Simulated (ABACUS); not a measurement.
**Band-structure run of Sc**

- system: Sc (P6₃/mmc, 2 atoms in the cell)
- method: Kohn-Sham DFT of a periodic cell, PBE, PseudoDojo NC SR 0.5 PBE standard, no spin polarisation (ABACUS 3.10.1)

The structure derives from an entry of the Crystallography Open Database. It belongs to a series of runs on one base structure; here: bands on the converged density.

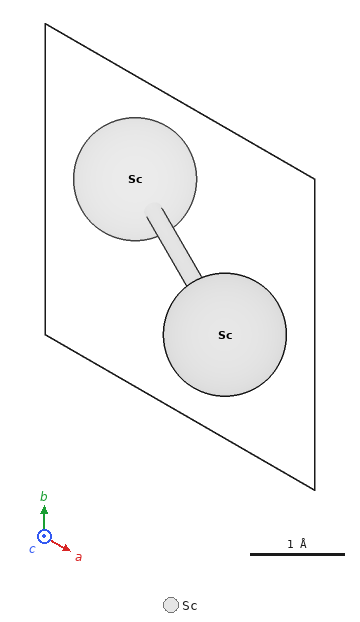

The structure (ball-and-stick view of the cell of the calculation, along the c axis). Near neighbours in the crystal (not all of them lie inside the picture): Sc has 12 Sc at 3.26 to 3.31 Å.

## Input
```
INPUT_PARAMETERS
suffix              Sc
calculation         nscf
basis_type          lcao
pseudo_dir          ./
orbital_dir         ./
symmetry            -1
dft_functional      pbe
ecutwfc             100.0
pseudo_rcut         7
nspin               1
nbands              21
ks_solver           genelpa
smearing_method     fd
smearing_sigma      0.00367493
scf_thr             1e-07
scf_nmax            100
mixing_type         broyden
mixing_beta         0.7
init_chg            file
out_band            1
```

## File STRU
```
ATOMIC_SPECIES
Sc 44.9559 Sc.upf

NUMERICAL_ORBITAL
Sc_confined-atom_8au_4s3p3d1f.orb

LATTICE_CONSTANT
1.8897261246

LATTICE_VECTORS
3.3090000000 0.0000000000 0.0000000000
-1.6545000000 2.8656780611 0.0000000000
0.0000000000 0.0000000000 5.2733000000

ATOMIC_POSITIONS
Direct

Sc
0.0
2
0.6666666667 0.3333333333 0.7500000000 1 1 1
0.3333333333 0.6666666667 0.2500000000 1 1 1
```

## File KPT
```
K_POINTS
12
Line
0.00000000 0.00000000 0.00000000 10 // G
0.50000000 0.00000000 0.00000000 10 // M
0.33333333 0.33333333 0.00000000 10 // K
0.00000000 0.00000000 0.00000000 10 // G
0.00000000 0.00000000 0.50000000 10 // A
0.50000000 0.00000000 0.50000000 10 // L
0.33333333 0.33333333 0.50000000 10 // H
0.00000000 0.00000000 0.50000000 1 // A
0.50000000 0.00000000 0.50000000 10 // L
0.50000000 0.00000000 0.00000000 1 // M
0.33333333 0.33333333 0.00000000 10 // K
0.33333333 0.33333333 0.50000000 1 // H
```

Hardware: 4 threads of AMD EPYC (Zen 3), 64 GiB of memory available, shared host.

Launched with:
```bash
OMP_NUM_THREADS=1 mpirun -np 4 abacus > log
```

## The program's output
```
ABACUS v3.10.1

               Atomic-orbital Based Ab-initio Computation at UStc

 ------------------------------------------------------------------------------------

 READING GENERAL INFORMATION
                           global_out_dir = OUT.Sc/
                           global_in_card = INPUT
                               pseudo_dir = ./
                              orbital_dir = ./
                                    DSIZE = 4
                                    GSIZE = 1

 READING UNITCELL INFORMATION
                                    ntype = 1
                  lattice constant (Bohr) = 1.88973
              lattice constant (Angstrom) = 1

 READING ATOM TYPE 1
                               atom label = Sc
                      L=0, number of zeta = 4
                      L=1, number of zeta = 3
                      L=2, number of zeta = 3
                      L=3, number of zeta = 1
             number of atom for this type = 2

                        TOTAL ATOM NUMBER = 2
DIRECT COORDINATES
    atom                   x                   y                   z     mag                  vx                  vy                  vz
taud_Sc1            0.6666666667        0.3333333333        0.7500000000  0.0000        0.0000000000        0.0000000000        0.0000000000
taud_Sc2            0.3333333333        0.6666666667        0.2500000000  0.0000        0.0000000000        0.0000000000        0.0000000000

                          Volume (Bohr^3) = 337.445
                             Volume (A^3) = 50.0042

 Lattice vectors: (Cartesian coordinate: in unit of a_0)
               +3.309                  +0                  +0
              -1.6545            +2.86568                  +0
                   +0                  +0             +5.2733
 Reciprocal vectors: (Cartesian coordinate: in unit of 2 pi/a_0)
            +0.302206           +0.174479                  -0
                   -0           +0.348958                  -0
                   +0                  -0           +0.189635
 The esolver type has been set to : ksdft_lcao

                PAO radial cut off (Bohr) = 7

 Read in pseudopotential file is Sc.upf
                     pseudopotential type = NC
          exchange-correlation functional = PBE
                 nonlocal core correction = 1
                        valence electrons = 11
                                     lmax = 2
                           number of zeta = 4
                     number of projectors = 6
                           L of projector = 0
                           L of projector = 0
                           L of projector = 1
                           L of projector = 1
                           L of projector = 2
                           L of projector = 2
     initial pseudo atomic orbital number = 20

 SETUP THE ELECTRONS NUMBER
            electron number of element Sc = 11
      total electron number of element Sc = 22
            AUTOSET number of electrons:  = 22
                           occupied bands = 11
                                   NLOCAL = 70
                                   NBANDS = 21
                                   NBANDS = 21
                                   NLOCAL = 70

%%%%%%%%%%%%%%%%%%%%%%%%%%%%%%%%%%%%%%%%%%%%%%%%%%%%%%%%%%%%%%%%%%%%%%%%%%%%%%%%%%%%%%%%%%%%%%%%%%%%%%%%%%
 Warning: the number of valence electrons in pseudopotential > 3 for Sc: [Ar] 3d1 4s2
 Pseudopotentials with additional electrons can yield (more) accurate outcomes, but may be less efficient.
 If you're confident that your chosen pseudopotential is appropriate, you can safely ignore this warning.
%%%%%%%%%%%%%%%%%%%%%%%%%%%%%%%%%%%%%%%%%%%%%%%%%%%%%%%%%%%%%%%%%%%%%%%%%%%%%%%%%%%%%%%%%%%%%%%%%%%%%%%%%%

 SETUP THE PLANE WAVE BASIS
 energy cutoff for charge/potential (unit:Ry) = 400
            fft grid for charge/potential = [ 40, 40, 64 ]
                        fft grid division = [ 5, 5, 4 ]
        big fft grid for charge/potential = [ 8, 8, 16 ]
                                     nbxx = 256
                                     nrxx = 25600

 SETUP PLANE WAVES FOR CHARGE/POTENTIAL
                    number of plane waves = 45687
                         number of sticks = 1069

 PARALLEL PW FOR CHARGE/POTENTIAL
     PROC   COLUMNS(POT)             PW
        1            268          11428
        2            267          11419
        3            267          11419
        4            267          11421
 --------------- sum -------------------
        4           1069          45687
                            number of |g| = 1957
                                  max |g| = 36.1787
                                  min |g| = 0.365314

----------- Double Check Mixing Parameters Begin ------------
mixing_type: broyden
mixing_beta: 0.7
mixing_gg0: 1
mixing_gg0_min: 0.1
mixing_ndim: 8
----------- Double Check Mixing Parameters End ------------

 SETUP K-POINTS
                                    nspin = 1
                                   nkstot = 93
K-POINTS DIRECT COORDINATES
 KPOINTS    DIRECT_X    DIRECT_Y    DIRECT_Z  WEIGHT
       1  0.00000000  0.00000000  0.00000000  1.0000
       2  0.05000000  0.00000000  0.00000000  1.0000
       3  0.10000000  0.00000000  0.00000000  1.0000
       4  0.15000000  0.00000000  0.00000000  1.0000
       5  0.20000000  0.00000000  0.00000000  1.0000
       6  0.25000000  0.00000000  0.00000000  1.0000
       7  0.30000000  0.00000000  0.00000000  1.0000
       8  0.35000000  0.00000000  0.00000000  1.0000
       9  0.40000000  0.00000000  0.00000000  1.0000
      10  0.45000000  0.00000000  0.00000000  1.0000
      11  0.50000000  0.00000000  0.00000000  1.0000
      12  0.48333333  0.03333333  0.00000000  1.0000
      13  0.46666667  0.06666667  0.00000000  1.0000
      14  0.45000000  0.10000000  0.00000000  1.0000
      15  0.43333333  0.13333333  0.00000000  1.0000
      16  0.41666666  0.16666666  0.00000000  1.0000
      17  0.40000000  0.20000000  0.00000000  1.0000
      18  0.38333333  0.23333333  0.00000000  1.0000
      19  0.36666666  0.26666666  0.00000000  1.0000
      20  0.35000000  0.30000000  0.00000000  1.0000
      21  0.33333333  0.33333333  0.00000000  1.0000
      22  0.30000000  0.30000000  0.00000000  1.0000
      23  0.26666666  0.26666666  0.00000000  1.0000
      24  0.23333333  0.23333333  0.00000000  1.0000
      25  0.20000000  0.20000000  0.00000000  1.0000
      26  0.16666666  0.16666666  0.00000000  1.0000
      27  0.13333333  0.13333333  0.00000000  1.0000
      28  0.10000000  0.10000000  0.00000000  1.0000
      29  0.06666667  0.06666667  0.00000000  1.0000
      30  0.03333333  0.03333333  0.00000000  1.0000
[... 63 further k points ...]

           k-point number in this process = 93
       minimum distributed K point number = 93

[... K-POINTS CARTESIAN COORDINATES: 93 rows ...]

[... K-POINTS DIRECT COORDINATES: 93 rows ...]

 SETUP PLANE WAVES FOR WAVE FUNCTIONS
     energy cutoff for wavefunc (unit:Ry) = 100
              fft grid for wave functions = [ 40, 40, 64 ]
                    number of plane waves = 7055
                         number of sticks = 313

 PARALLEL PW FOR WAVE FUNCTIONS
     PROC   COLUMNS(POT)             PW
        1             79           1767
        2             78           1762
        3             78           1762
        4             78           1764
 --------------- sum -------------------
        4            313           7055

 SET NONLOCAL PSEUDOPOTENTIAL PROJECTORS
 max number of nonlocal projetors among all species is 6

 -------------------------------------------
 NONSELF-CONSISTENT
 -------------------------------------------

 SETUP SEARCHING RADIUS FOR PROGRAM TO SEARCH ADJACENT ATOMS
                  longest orb rcut (Bohr) = 8
   longest nonlocal projector rcut (Bohr) = 1.7
                     search radius (Bohr) = 19.4
              searching radius is (Bohr)) = 19.4
         searching radius unit is (Bohr)) = 1.89
                         PeriodicBoundary = 1
                        Radius(unit:lat0) = 10.3
                                   glayer = [ 5, 5, 3 ]
                             glayer_minus = [ 4, 4, 2 ]

Find the coordinate range of the input atom(unit:lat0).
                                  min_tau = [ -19.9, -10.5, -9.23 ]
                                  max_tau = [ 21.5, 13.4, 14.5 ]
                                BoxNumber = [ 9, 9, 5 ]

 SETUP EXTENDED REAL SPACE GRID FOR GRID INTEGRATION
                          real space grid = [ 40, 40, 64 ]
                 big cell numbers in grid = [ 8, 8, 16 ]
             meshcell numbers in big cell = [ 5, 5, 4 ]
                        extended fft grid = [ 12, 12, 13 ]
                dimension of extened grid = [ 33, 33, 43 ]
                            UnitCellTotal = 75
              Atom number in sub-FFT-grid = 2
    Local orbitals number in sub-FFT-grid = 70
                                ParaV.nnr = 64317
                                 init_chg = file
 try to read charge from file
 Read in the charge density: OUT.Sc//Sc-CHARGE-DENSITY.restart

 LCAO ALGORITHM --------------- ION=   1  ELEC=   1--------------------------------
[... levels at 93 k points of this process ...]

 Density error is 0.00000000000
----------------------------------------------------------
     Energy           Rydberg                 eV
----------------------------------------------------------
 E_KohnSham     -193.5885053640      -2633.9067402539
 E_KS(sigma->0) -193.5875116495      -2633.8932200740
 E_Harris       -193.5885053640      -2633.9067402539
 E_band         -25.1562362521       -342.2681532631
 E_one_elec     -77.1745708242       -1050.0139039139
 E_Hartree      42.3972266179        576.8438614013
 E_xc           -32.3336106544       -439.9213418134
 E_Ewald        -126.4755630742      -1720.7883155681
 E_entropy(-TS) -0.0019874291        -0.0270403597
 E_descf        0.0000000000         0.0000000000
 E_exx          0.0000000000         0.0000000000
 E_Fermi        0.6704139272         9.1214494281
----------------------------------------------------------

 charge density convergence is achieved
 final etot is -2633.9067403 eV
 EFERMI = 9.1214494281 eV

 STATE ENERGY(eV) AND OCCUPATIONS    NSPIN == 1
 1/93 kpoint (Cartesian) = 0.0000 0.0000 0.0000 (1419 pws)
       1       -40.3878      0.0215054
       2       -40.3269      0.0215054
       3       -19.1873      0.0215054
       4       -18.8663      0.0215054
       5       -18.8663      0.0215054
       6       -18.8099      0.0215054
       7       -18.8099      0.0215054
       8       -18.7928      0.0215054
       9        4.00271      0.0215054
      10        7.43256      0.0215054
      11        9.50234    1.05680e-05
      12        10.6807    6.14671e-16
      13        10.6807    6.14671e-16
      14        10.7935    6.45075e-17
      15        11.0878    1.79076e-19
      16        11.0878    1.79076e-19
      17        11.4481    1.33022e-22
      18        11.4481    1.33022e-22
      19        12.6729    3.05509e-33
      20        12.6729    3.05509e-33
      21        15.8763    4.58198e-61

 2/93 kpoint (Cartesian) = 0.015110 0.0087239 0.0000 (1427 pws)
       1       -40.3866      0.0215054
       2       -40.3264      0.0215054
       3       -19.1842      0.0215054
       4       -18.8727      0.0215054
       5       -18.8684      0.0215054
       6       -18.8166      0.0215054
       7       -18.8108      0.0215054
       8       -18.7941      0.0215054
       9        4.05607      0.0215054
      10        7.47977      0.0215054
      11        9.45899    2.51317e-05
      12        10.5472    8.87688e-15
      13        10.7200    2.80111e-16
      14        10.8977    8.02314e-18
      15        11.0523    3.63915e-19
      16        11.1233    8.79718e-20
      17        11.3989    3.55843e-22
      18        11.4141    2.62502e-22
      19        12.6913    2.11470e-33
      20        12.7801    3.57874e-34
      21        15.8691    5.29003e-61

 3/93 kpoint (Cartesian) = 0.030221 0.017448 0.0000 (1420 pws)
       1       -40.3833      0.0215054
       2       -40.3250      0.0215054
       3       -19.1751      0.0215054
       4       -18.8913      0.0215054
       5       -18.8746      0.0215054
       6       -18.8360      0.0215054
       7       -18.8135      0.0215054
       8       -18.7980      0.0215054
       9        4.21555      0.0215054
      10        7.61644      0.0215054
      11        9.34204    0.000257806
      12        10.3312    6.67667e-13
      13        10.8366    2.72435e-17
      14        10.9330    3.96124e-18
      15        11.0569    3.32097e-19
      16        11.2281    1.08203e-20
      17        11.2782    3.97517e-21
      18        11.3217    1.66451e-21
      19        12.7386    8.21541e-34
      20        13.0642    1.21952e-36
      21        15.8479    8.07180e-61

 4/93 kpoint (Cartesian) = 0.045331 0.026172 0.0000 (1418 pws)
       1       -40.3780      0.0215054
       2       -40.3230      0.0215054
       3       -19.1604      0.0215054
       4       -18.9205      0.0215054
       5       -18.8839      0.0215054
       6       -18.8658      0.0215054
       7       -18.8179      0.0215054
       8       -18.8045      0.0215054
       9        4.47710      0.0215054
      10        7.82627      0.0215054
      11        9.18090     0.00501996
      12        10.0773    1.07181e-10
      13        10.7880    7.19651e-17
      14        11.0261    6.15591e-19
      15        11.1232    8.82847e-20
      16        11.1920    2.22932e-20
      17        11.2172    1.34582e-20
      18        11.3966    3.72485e-22
      19        12.7986    2.47223e-34
      20        13.4652    4.01267e-40
      21        15.8137    1.60098e-60

 5/93 kpoint (Cartesian) = 0.060441 0.034896 0.0000 (1406 pws)
       1       -40.3713      0.0215054
       2       -40.3206      0.0215054
       3       -19.1410      0.0215054
       4       -18.9574      0.0215054
       5       -18.9027      0.0215054
       6       -18.8955      0.0215054
       7       -18.8236      0.0215054
       8       -18.8136      0.0215054
       9        4.83143      0.0215054
      10        8.07717      0.0215054
      11        9.00495      0.0195985
      12        9.80734    2.37112e-08
      13        10.6304    1.68182e-15
      14        10.9540    2.60329e-18
      15        11.0457    4.15581e-19
      16        11.2809    3.76378e-21
      17        11.4130    2.68167e-22
      18        11.6191    4.34376e-24
      19        12.8580    7.54367e-35
      20        13.9419    2.90164e-44
      21        15.7684    3.96322e-60

 6/93 kpoint (Cartesian) = 0.075552 0.043620 0.0000 (1406 pws)
       1       -40.3635      0.0215054
       2       -40.3182      0.0215054
       3       -19.1180      0.0215054
       4       -18.9987      0.0215054
       5       -18.9428      0.0215054
       6       -18.9080      0.0215054
       7       -18.8302      0.0215054
       8       -18.8253      0.0215054
       9        5.26427      0.0215054
      10        8.31390      0.0215054
      11        8.83578      0.0214346
      12        9.54684    4.34054e-06
      13        10.5129    1.76441e-14
      14        10.7837    7.84582e-17
      15        10.8994    7.75241e-18
      16        11.5890    7.93819e-24
      17        11.6480    2.43912e-24
      18        11.8817    2.27581e-26
      19        12.9091    2.71312e-35
      20        14.4672    7.93999e-49
      21        15.7163    1.12257e-59

[... levels at 87 further k points ...]

 --------------------------------------------
 !FINAL_ETOT_IS -2633.906740253905 eV
 --------------------------------------------

 Output bands in file: OUT.Sc/BANDS_1.dat
```

## Standard output
```
ABACUS v3.10.1

128
               Atomic-orbital Based Ab-initio Computation at UStc

%%%%%%%%%%%%%%%%%%%%%%%%%%%%%%%%%%%%%%%%%%%%%%%%%%%%%%%%%%%%%%%%%%%%%%%%%%%%%%%%%%%%%%%%%%%%%%%%%%%%%%%%%
 Warning: the number of valence electrons in pseudopotential > 3 for Sc: [Ar] 3d1 4s2
 Pseudopotentials with additional electrons can yield (more) accurate outcomes, but may be less efficient.
 If you're confident that your chosen pseudopotential is appropriate, you can safely ignore this warning.
%%%%%%%%%%%%%%%%%%%%%%%%%%%%%%%%%%%%%%%%%%%%%%%%%%%%%%%%%%%%%%%%%%%%%%%%%%%%%%%%%%%%%%%%%%%%%%%%%%%%%%%%%

 UNIFORM GRID DIM        : 40 * 40 * 64
 UNIFORM GRID DIM(BIG)   : 8 * 8 * 16
 ---------------------------------------------------------
 ---------------------------------------------------------
 SPIN    KPOINTS         PROCESSORS  THREADS     NBASE
 1       93              4           4           70
 ---------------------------------------------------------
 Use Systematically Improvable Atomic bases
 ---------------------------------------------------------
 ELEMENT ORBITALS        NBASE       NATOM       XC
 Sc      4s3p3d1f-8au    35          2
 ---------------------------------------------------------
 Initial plane wave basis and FFT box
 ---------------------------------------------------------
 -------------------------------------------
 NONSELF-CONSISTENT :
 -------------------------------------------
 START CHARGE      : file
 ITER       ETOT/eV          EDIFF/eV         DRHO     TIME/s
 GE1     -2.63390674e+03   0.00000000e+00   0.0000e+00   0.74
```

## Key numbers

```json
{"quantity": "outcome", "value": "converged"}
{"quantity": "space group (tolerance 0.01 Å)", "value": "P6₃/mmc (194)"}
{"quantity": "electrons treated", "value": "22"}
{"quantity": "Fermi energy of the self-consistent step", "value": "9.093 eV"}
{"quantity": "wall time", "value": "1.2 s (CPU time 4.6 s)"}
{"quantity": "peak memory", "value": "0.44 GiB"}
```

## Notes

Points of doubt noted for this run: home made orbitals.
